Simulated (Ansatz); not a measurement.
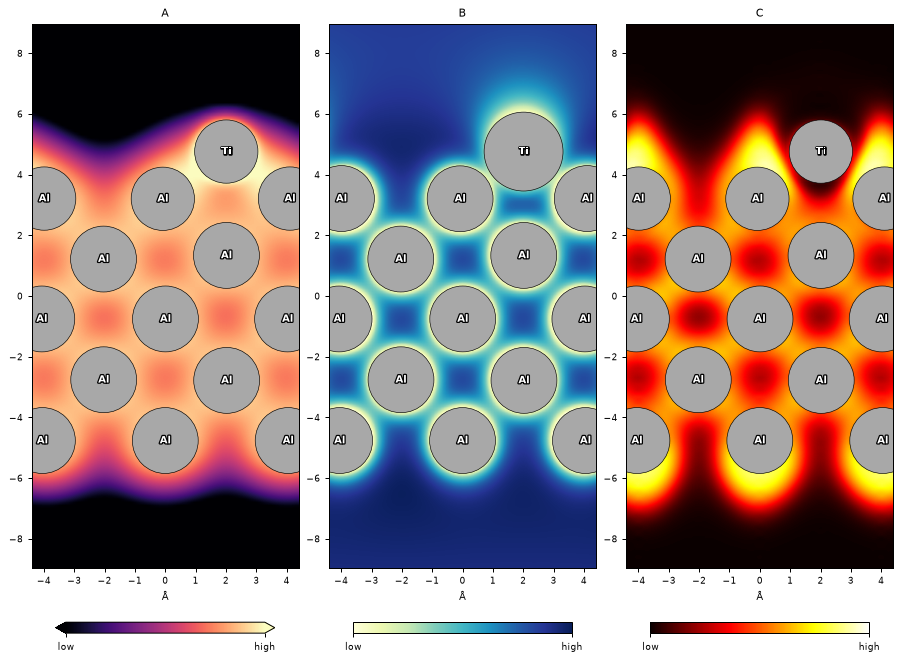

TiAl20 (slab): 3 fields on the (110) plane of the calculation cell, a cut from vacuum to vacuum, with unlabelled colour scales. Grey discs cover the atomic cores.

Computed without spin polarisation.

Computed with Ansatz, DFT r2SCAN, scalar-relativistic, plane waves, PAW.

> The panels show electron localisation function, electrostatic potential energy of an electron and valence pseudo-density in some order. Assign them.

Panel A: valence pseudo-density. Panel B: electrostatic potential energy of an electron (low next to the atoms, rising into the space between them). Panel C: electron localisation function. From the grid: Ti–Al (2.61 Å): ρ is about 0.33 e/Å³ halfway; the ELF is about 0.60 at the midpoint. Al–Al (2.79 Å): ρ at the midpoint is about 0.22 e/Å³; the ELF peaks at about 0.65 between the atoms.
